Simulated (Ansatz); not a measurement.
Input

```
crystal:
  lattice:
    - [5.0262972877, -5.0262972877, 0.0]
    - [-5.0262972877, -5.0262972877, 0.0]
    - [0.0, 0.0, -7.3717413094]
  atoms:
    - { symbol: Hf, position: [0.5, 0.5, 0.0] }
    - { symbol: Si, position: [0.0, 0.5, 0.5] }
    - { symbol: Si, position: [0.0, 1.0, 1.0] }
    - { symbol: Si, position: [0.5, 1.0, 0.5] }
    - { symbol: Si, position: [0.75, 0.25, 0.25] }
    - { symbol: Si, position: [0.25, 0.25, 0.75] }
    - { symbol: Si, position: [0.25, 0.75, 0.25] }
    - { symbol: Si, position: [0.75, 0.75, 0.75] }
    - { symbol: O, position: [0.9212393059, 0.3287606941, 0.375] }
    - { symbol: O, position: [0.4212393059, 0.3287606941, 0.875] }
    - { symbol: O, position: [0.4212393059, 0.8287606941, 0.375] }
    - { symbol: O, position: [0.9212393059, 0.8287606941, 0.875] }
    - { symbol: O, position: [0.8287606941, 0.0787606941, 0.125] }
    - { symbol: O, position: [0.3287606941, 0.0787606941, 0.625] }
    - { symbol: O, position: [0.3287606941, 0.5787606941, 0.125] }
    - { symbol: O, position: [0.8287606941, 0.5787606941, 0.625] }
    - { symbol: O, position: [0.6712393059, 0.4212393059, 0.125] }
    - { symbol: O, position: [0.1712393059, 0.4212393059, 0.625] }
    - { symbol: O, position: [0.1712393059, 0.9212393059, 0.125] }
    - { symbol: O, position: [0.6712393059, 0.9212393059, 0.625] }
    - { symbol: O, position: [0.5787606941, 0.1712393059, 0.375] }
    - { symbol: O, position: [0.0787606941, 0.1712393059, 0.875] }
    - { symbol: O, position: [0.0787606941, 0.6712393059, 0.375] }
    - { symbol: O, position: [0.5787606941, 0.6712393059, 0.875] }
  host:
    lattice:
      - [-2.5131486438, 2.5131486438, 3.6858706547]
      - [2.5131486438, -2.5131486438, 3.6858706547]
      - [2.5131486438, 2.5131486438, -3.6858706547]
    atoms:
      - { symbol: Si, position: [0.0, 0.0, 0.0] }
      - { symbol: Si, position: [0.75, 0.25, 0.5] }
      - { symbol: O, position: [0.375, 0.2174786118, 0.3424786118] }
      - { symbol: O, position: [0.9674786118, 0.625, 0.8424786118] }
      - { symbol: O, position: [0.7825213882, 0.125, 0.1575213882] }
      - { symbol: O, position: [0.875, 0.0325213882, 0.6575213882] }
basis:
  ecutwfc: 420
  xc_grid: 2
kpoints:
  mp_grid: { grid: [2, 2, 2], shift: [0.5, 0.5, 0.5] }
hamiltonian:
  xc: pbe
scf:
  occupations: { method: gaussian, width: 0.02 }
output:
  forces: true
  stress: false
  eigenvalues: true
  charged_corrections: { defect_position: [0.5, 0.5, 0.0] }
  write_density: true
  write_potential: true
  elf: true
  volumetric_format: npy
relax:
  adjacent_minimum: "off"
  f_tol: 0.03
  max_steps: 40
```

Command:

```sh
ansatz run input.yaml --threads 8 --pin off --max-ram 16384MiB --backend cpu --events-out ev --progress --plain --runs-dir out
```

The fields are those of the relaxed geometry.

Computed with DFT PBE, scalar-relativistic, plane waves, PAW in Ansatz.

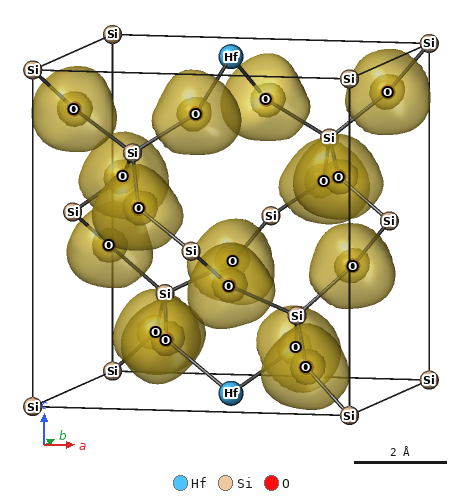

HfSi₇O₁₆ (cell with a defect). Isosurface of the electron localisation function at 0.7 (yellow), seen slightly off an axis. Core shells and regions of very low density are left out. Sticks mark near contacts.

Core electrons are frozen (PAW), and the valence fields are smoothed inside the atomic spheres.

Q: Where are the electrons localised?

A: The surface consists of 16 regions on O in which the atom's valence shell and bonds are merged, counted in one cell of 24 atoms. Any copies at cell faces, edges or corners count once.

Values along the shortest contacts:
Si–O (1.62 Å): the ELF peaks at about 0.85 between the atoms (a shared but strongly polarised pair). Hf–O (1.94 Å): the ELF peaks at about 0.80 in the valence shell of O, 0.6 Å from its nucleus, and drops to about 0.20 between the two atoms; no localised pair shows between them.

Q: Does the calculation make it a metal, or give it a gap?

A: It is gapped, with a Kohn–Sham gap of 6.5 eV on the k-point mesh (the band edges may lie off the mesh, which would make the gap smaller).
